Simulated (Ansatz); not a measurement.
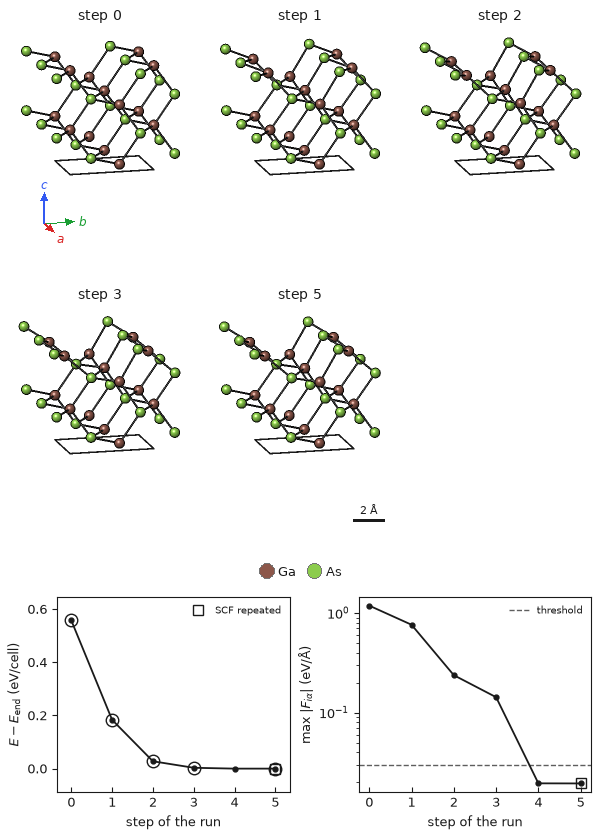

Frames of a constrained relaxation of a slab of composition GaAs (cut from the F-43m phase), marked on the history of the run. Style: ball-and-stick. Shown: the cell of the calculation, outlined in the plane, without the vacuum, slightly off an axis.

Case: clean slab, lower half held. The slab is the (1 1 0) face of GaAs. 4 atoms are held fixed.

Method: DFT PBEsol, scalar-relativistic, plane waves, PAW (Ansatz 0.2.0). Set-up: plane-wave cutoff 420 eV; k-point mesh 7 × 5 × 1; occupations gaussian; smearing width 0.05 eV; no spin polarisation; dipole correction; atoms relaxed in a fixed cell; force threshold 0.03 eV/Å; at most 70 steps.

Q: What happens along the run?

A: The largest move is that of a Ga atom, 0.54 Å at 40° to the normal (−c side). By element the largest moves are Ga 0.54 Å, As 0.27 Å. The cell doesn't change. Among the contacts that change: As–Ga 2.450 → 2.528 Å, As–Ga 2.450 → 2.404 Å, As–Ga 2.450 → 2.477 Å. Bond angles that change, for instance: Ga–As–Ga 109.5° → 91.2°, Ga–As–Ga 109.5° → 95.1°, As–Ga–As 109.5° → 123.4°. The energy falls by 0.557 eV per cell of the calculation in 4 accepted moves (5 points after the start). The largest force component goes from 1.2 to 0.019 eV/Å. 1 step only repeated the SCF at the same geometry. From step 0 to 1: a Ga atom moves most (0.19 Å), energy −0.374 eV per cell of the calculation. From step 1 to 2: a Ga atom moves most (0.19 Å), energy −0.156 eV per cell of the calculation. From step 2 to 3: a Ga atom moves most (0.18 Å), energy −24.5 meV per cell of the calculation. From step 3 to 5: a Ga atom moves most (0.04 Å), energy −3.2 meV per cell of the calculation.
